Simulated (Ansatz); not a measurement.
## Run report: MgO, band-structure calculation

- system: MgO (2 atoms in the cell)
- method: DFT, r2SCAN, plane waves, PAW, no spin polarisation (Ansatz 0.2.0)

The structure was built on a prototype by a generator. The geometry comes from this level: r2SCAN (a point of a series of strains). It belongs to a series of runs on one base structure; here: biaxial_xy strain +4.8%.

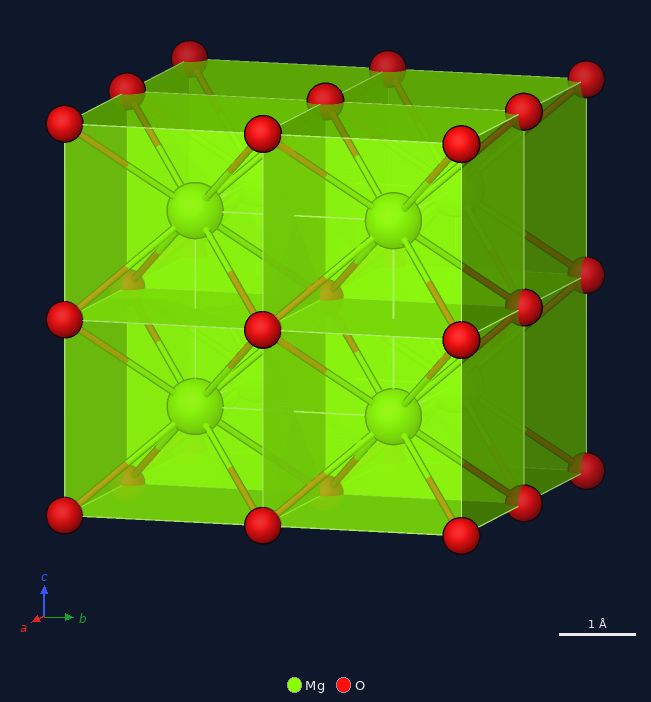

**Figure 1.** The input geometry (polyhedral view of the cell of the calculation, seen slightly off an axis; polyhedra are completed across the faces of the cell).

The input
```yaml
crystal:
  lattice:
    - [2.7482204712, 0.0, 0.0]
    - [0.0, 2.7482204712, 0.0]
    - [0.0, 0.0, 2.6233490561]
  atoms:
    - { symbol: Mg, position: [0.0, 0.0, 0.0] }
    - { symbol: O, position: [0.5, 0.5, 0.5] }
kpoints:
  mp_grid: { grid: [10, 10, 10] }
  band_path:
    path: [[0.0, 0.0, 0.0], [0.0, 0.5, 0.0], [0.5, 0.5, 0.0], [0.5, 0.5, 0.5]]
    npoints: 1
hamiltonian:
  xc: r2scan
scf:
  occupations: { method: fixed }
  n_extra_bands: 4
output:
  forces: true
  stress: true
  eigenvalues: true
  write_density: true
  write_potential: true
  elf: true
  volumetric_format: npy
```

Run on 4 threads of an x86-64 CPU, shared host.

Command:
```bash
ansatz run input.yaml --threads 4 --pin off --max-ram 3686MiB --backend cpu --events-out ev --progress --plain --runs-dir out
```

Log
```
scf.n_extra_bands = 4 over 8 filled bands (N_el = 16.0): the run solves 12 bands
Engine: ansatz 0.2.0, x86_64-unknown-linux-gnu
Pseudopotentials: kind: paw
Pseudopotential: Mg, paw, valence charge 10, recommended cutoff 500 eV (meta_gga), Mg.paw.azcp
Pseudopotential: O, paw, valence charge 6, recommended cutoff 500 eV (meta_gga), O.paw.azcp
Functional definition: r2SCAN
  parameter k0 = 0.174
  parameter k1 = 0.065
  parameter a1 = 4.9479
  exchange = r2scan_x(k0 = k0, k1 = k1, a1 = a1)
  correlation = r2scan_c
Crystal: 2 atoms, lattice volume = 19.813 Å³
Basis set: ecut = 500 eV, 489 PW (Γ), exchange–correlation on 96×96×80 points (64 copies of the dense FFT grid, shifted against one another)
Bands: 12, of which v1, the nominal top of the filled ones, is band 8 counted from 1 (7 counted from 0)
Symmetry: 16 space group operations
Space group: P4/mmm (ITA 123), of the structure as read, at distance tolerance 2.7e-5 Å
k-points: 126 of 1000
Non-local potential: Mg, projectors of the file, l = 0: 3, l = 1: 2, l = 2: 1
Non-local potential: O, projectors of the file, l = 0: 2, l = 1: 2, l = 2: 1
PAW form: soft (Blöchl's): semilocal exchange-correlation on the pseudo side does not see the compensation charge
PAW frozen core: Mg, regenerated for the run's functional (the file was generated under x = pbe(κ = 0.804, μ = 0.2195149727645171), c = pbe(β = 0.06672455060314922))
PAW frozen core: O, regenerated for the run's functional (the file was generated under x = pbe(κ = 0.804, μ = 0.2195149727645171), c = pbe(β = 0.06672455060314922))
PAW one-centre angular grid: Mg, 302 points (default); XC on 224 Gauss nodes
PAW one-centre angular grid: O, 302 points (default); XC on 160 Gauss nodes
Initial density: superposition of atomic densities (neutral atoms: chi_scale 0, normalization atom), corrected by the library's trained network
Initial wavefunctions: pseudopotential atomic-orbital guess
Functional: x = r2scan, c = r2scan; τ floored in thin density (d = 2e-4 eV/Å³)
SCF iter   1: F=—  HF=-2496.497901 eV  |F-HF|=—  |Δ(HF+E_count)|=         —  Δρ=1.03e-2  dr2=1.60e-2  dr2_τ=5.03e-2  ethr=1.77e-3  ⟨swp⟩=4.3  Hψ=8026  notcnv=0  defer=194
preconditioner: auto → none  [insulator: Δε(μ)=2.225 eV  Ē_g=18.133 eV  n_scr=6 (ndim 8)  ℏωp=23.6 eV  f_vac=0.000  ε∞_Penn≈2.7]
SCF iter   2: F=—  HF=-2496.588376 eV  |F-HF|=—  |Δ(HF+E_count)|=   9.05e-2  Δρ=5.24e-3  dr2=2.32e-3  dr2_τ=3.80e-4  ethr=9.98e-5  ⟨swp⟩=2.8  Hψ=3811  notcnv=0  defer=231
SCF iter   3: F=—  HF=-2496.588446 eV  |F-HF|=—  |Δ(HF+E_count)|=   7.02e-5  Δρ=1.21e-3  dr2=2.49e-4  dr2_τ=2.92e-5  ethr=1.45e-5  ⟨swp⟩=2.6  Hψ=2346  notcnv=0  defer=246
SCF iter   4: F=—  HF=-2496.588423 eV  |F-HF|=—  |Δ(HF+E_count)|=   2.29e-5  Δρ=5.21e-4  dr2=4.65e-5  dr2_τ=4.56e-6  ethr=1.56e-6  ⟨swp⟩=2.1  Hψ=2112  notcnv=0  defer=246
SCF iter   5: F=—  HF=-2496.588411 eV  |F-HF|=—  |Δ(HF+E_count)|=   1.24e-5  Δρ=7.41e-5  dr2=7.13e-7  dr2_τ=6.78e-8  ethr=2.91e-7  ⟨swp⟩=2.0  Hψ=1789  notcnv=0  defer=16
SCF iter   6: F=-2496.588411 eV  HF=-2496.588411 eV  |F-HF|=2.28e-8  |Δ(HF+E_count)|=   9.55e-8  Δρ=1.50e-5  dr2=3.11e-8  dr2_τ=5.10e-9  ethr=6.25e-10  ⟨swp⟩=10.0  Hψ=10285  notcnv=0
SCF 1 converged in 6 iterations: F = -2496.588411 eV  dr2 = 3.11e-8
  greatest PAW one-centre occupation: 1.000 electrons in one spin orbital (limit 2), on the Mg atom at site 0 (counted from 0), in its partial waves of l = 0
```

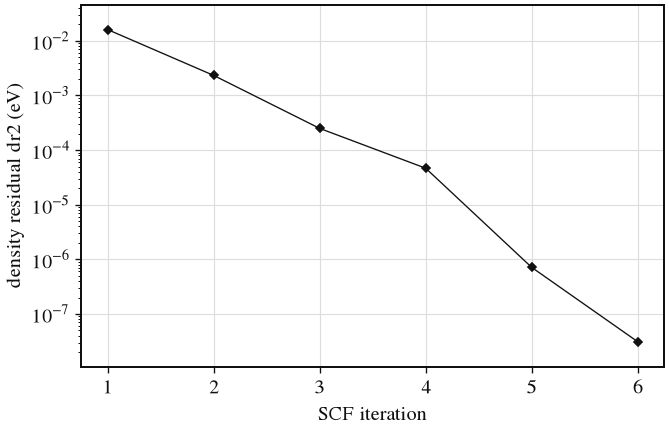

**Figure 2.** Convergence of the self-consistent field: density residual dr2 against the SCF iteration. The residual falls at every step.

```
NSCF: frozen V_eff on 4 k-points
SCF converged after 6 iterations
Free energy (F): -2496.588411 eV
Harris-Foulkes:  -2496.588411 eV  (|F-HF|=2.28e-8)
Internal energy: -2496.588411 eV  (E = F + TS)
E sigma→0 (E₀):  -2496.588411 eV
Fermi energy:    8.978912 eV
--- Per-component energies (eV) ---
  E_band       = -325.191598
  E_kinetic    = 253.406443
  E_local      = -1600.334695  (includes V_loc(G=0)·N_el)
  E_nonlocal   = 142.485081
  E_hartree    = 548.871253
  E_xc         = -102.120626
  E_vxc        = -147.632535  (∫ρ·V_xc dr)
  E_paw        = -456.230258  (= ΣΔE_a)
  E_vpaw       = -80.568903  (= ΣTr[D̂ρ^β])
  E_aug_tail   = 0.001052  (compensation charges beyond the density's cutoff)
  E_vtau       = 9.712267  (kinetic-family band-sum trace: ∫τ·v_τ [+ j·A + Jᵃ·Aᵃ] dr)
  E_ewald      = -1282.608510
  E_core_change = -0.058149  (= ΣΔE_core)
  E_smearing   = -0.000000  (= −TS)
  E_closure    = 0.000000  (closes the sum)
  Σ components = -2496.588411   (vs F -2496.588411, Δ=0.00e0)
--- Forces (eV/Å), atoms counted from 1 ---
  atom   1  Mg     0.00000000     0.00000000     0.00000000
  atom   2  O      0.00000000    -0.00000000     0.00000000
  max |Σ_I F_I| component: 2.05e-29 eV/Å
--- Stress (GPa, compression-positive) ---
      -21.177078       0.000000       0.000000
        0.000000     -21.177078       0.000000
        0.000000       0.000000       6.771299
  P = ⅓ Tr σ = -11.8610 GPa (-118.610 kbar)
--- Band table (eV; the first three rows and the last of 126) ---
  k-point 0: bands = ["-69.0773", "-34.1499", "-34.1285", "-34.1285", "-10.2986", "7.5066", "7.5066", "8.1818", "11.2522", "19.4928", "20.4142", "28.5971"]
  k-point 1: bands = ["-69.0761", "-34.1620", "-34.1274", "-34.1274", "-10.2015", "7.3572", "7.5554", "7.5554", "11.8283", "19.7099", "20.5579", "28.4774"]
  k-point 2: bands = ["-69.0731", "-34.1935", "-34.1244", "-34.1244", "-9.9346", "5.7962", "7.6862", "7.6862", "12.8556", "20.3583", "20.5955", "28.1020"]
  k-point 125: bands = ["-69.0521", "-34.2516", "-34.1811", "-34.1811", "-7.8130", "5.2651", "5.3577", "5.3577", "16.4386", "16.8622", "16.8622", "24.9456"]
```

File bands.tsv
```
# k_distance	band_0	band_1	band_2	band_3	band_4	band_5	band_6	band_7	band_8	band_9	band_10	band_11
# fermi_ev = 8.978912
# lock_threshold_ev = 1e-6
# [0, 0, 0] at k_distance = 0.000000
# [0, 0.5, 0] at k_distance = 1.143137
# [0.5, 0.5, 0] at k_distance = 2.286274
# [0.5, 0.5, 0.5] at k_distance = 3.483824
# levels_relative_to = fermi_ev
# free_energy_ev = -2496.588411
# largest_residual_norms_ev = 2.395e-4 3.869e-4 3.673e-4 3.414e-4 1.274e-3 4.959e-4 5.086e-4 5.339e-4 1.135e-3 7.600e-4 8.505e-4 1.121e-3
0.000000	-78.056225	-43.128803	-43.107403	-43.107403	-19.277465	-1.472264	-1.472264	-0.797072	2.273265	10.513841	11.435329	19.618160
1.143137	-78.049406	-43.188938	-43.121967	-43.099966	-18.305994	-6.419767	-1.054133	-0.435462	7.045267	9.123692	14.906255	17.085620
2.286274	-78.042802	-43.176036	-43.176036	-43.115785	-17.635850	-4.800464	-4.800464	0.000000	4.772200	12.265099	12.265099	14.175514
3.483824	-78.031018	-43.230502	-43.159978	-43.159978	-16.791883	-3.713785	-3.621200	-3.621200	7.459659	7.883252	7.883252	15.966692
```

File rho_z.tsv
```
# z_ang	rho[e/angstrom^3]
# format = ansatz-planar-average/11
# lattice	2.748220471	0.000000000	0.000000000
# lattice	0.000000000	2.748220471	0.000000000
# lattice	0.000000000	0.000000000	2.623349056
# sites	2
# site	12	0.000000000	0.000000000	0.000000000
# site	8	1.374110236	1.374110236	1.311674528
0.000000	1.768919e0
0.131167	1.563278e0
0.262335	1.085667e0
0.393502	6.239960e-1
0.524670	3.730988e-1
0.655837	3.366898e-1
0.787005	4.324677e-1
0.918172	5.982716e-1
1.049340	7.799215e-1
1.180507	9.154343e-1
1.311675	9.641097e-1
1.442842	9.154343e-1
1.574009	7.799215e-1
1.705177	5.982716e-1
1.836344	4.324677e-1
1.967512	3.366898e-1
2.098679	3.730988e-1
2.229847	6.239960e-1
2.361014	1.085667e0
2.492182	1.563278e0
```

File v_z.tsv
```
# z_ang	v_es[eV]	v_tot[eV]
# format = ansatz-planar-average/11
# xc	r2scan
# density_cutoff_ev	2000
# datasets	Mg=:simpson_from_first_knot:soft:shift=0	O=:simpson_from_first_knot:soft:shift=0
# lattice	2.748220471	0.000000000	0.000000000
# lattice	0.000000000	2.748220471	0.000000000
# lattice	0.000000000	0.000000000	2.623349056
# sites	2
# site	12	0.000000000	0.000000000	0.000000000
# site	8	1.374110236	1.374110236	1.311674528
0.000000	-3.968348e0	-1.332131e1
0.131167	-3.218641e0	-1.261067e1
0.262335	-1.133597e0	-1.056893e1
0.393502	1.668659e0	-8.059173e0
0.524670	4.502338e0	-5.580729e0
0.655837	6.223080e0	-4.322727e0
0.787005	6.230874e0	-5.104092e0
0.918172	5.494327e0	-6.677065e0
1.049340	4.623007e0	-8.158431e0
1.180507	3.897119e0	-9.189450e0
1.311675	3.611788e0	-9.612888e0
1.442842	3.897119e0	-9.189450e0
1.574009	4.623007e0	-8.158431e0
1.705177	5.494327e0	-6.677065e0
1.836344	6.230874e0	-5.104092e0
1.967512	6.223080e0	-4.322727e0
2.098679	4.502338e0	-5.580729e0
2.229847	1.668659e0	-8.059173e0
2.361014	-1.133597e0	-1.056893e1
2.492182	-3.218641e0	-1.261067e1
```

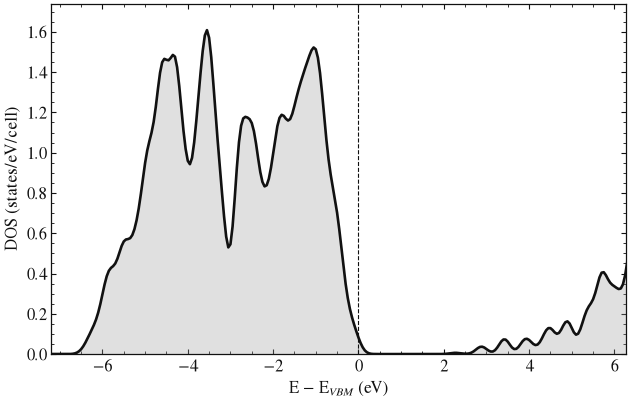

**Figure 3.** Density of states (the curve is built from the levels of the k mesh with Gaussians 0.3 eV wide, which also blur the band edges), with energies from the valence-band top. There is a gap of 2.27 eV on the k-point mesh. Small ripples come from the finite k-point mesh.

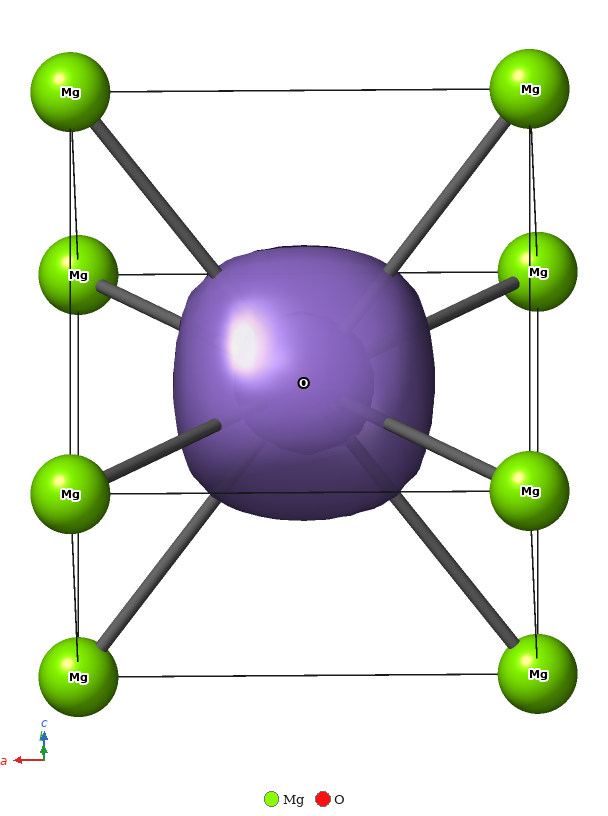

**Figure 4.** Isosurface of the electron localisation function at 0.75 (purple), seen at an oblique angle. Core shells and regions of very low density are left out. Sticks mark near contacts. The outline is the cell set on symmetry axes. Values along the shortest contacts: Mg–O (2.34 Å): the ELF is about 0.35 at the midpoint (two separate closed shells). The fields are those of the smooth PAW valence density.

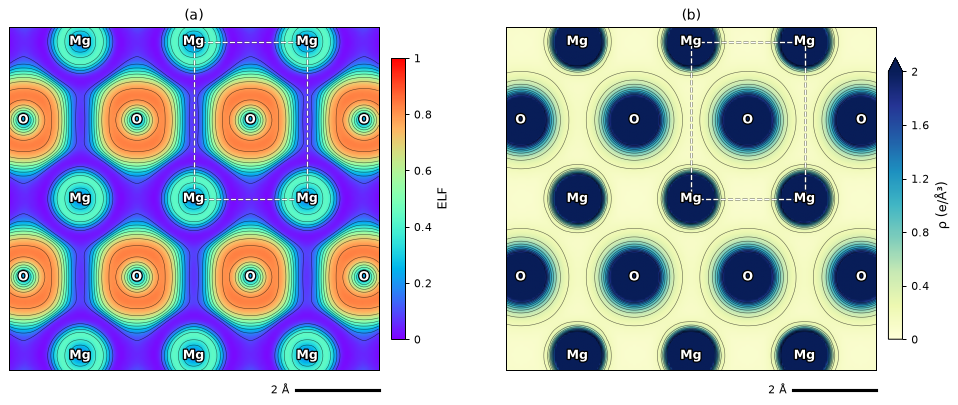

**Figure 5.** (a) ELF; (b) valence electron density on the (011̄) plane of the conventional cell. Atoms in the plane: Mg and O. Away from the nuclei the density in this plane falls to 0.07 e/Å³ at its lowest.

Key numbers

```json
{"quantity": "outcome", "value": "converged"}
{"quantity": "space group (tolerance 0.01 Å)", "value": "P4/mmm (123)"}
{"quantity": "electrons treated", "value": "16"}
{"quantity": "free energy", "value": "−2496.5884 eV"}
{"quantity": "Fermi energy", "value": "8.979 eV"}
{"quantity": "gap on the k-point mesh", "value": "2.27 eV"}
{"quantity": "pressure", "value": "−11.86 GPa"}
{"quantity": "largest force (length of the vector)", "value": "under 0.001 eV/Å"}
{"quantity": "wall time", "value": "0.9 s (CPU time 2.9 s)"}
{"quantity": "peak memory", "value": "0.47 GiB"}
```
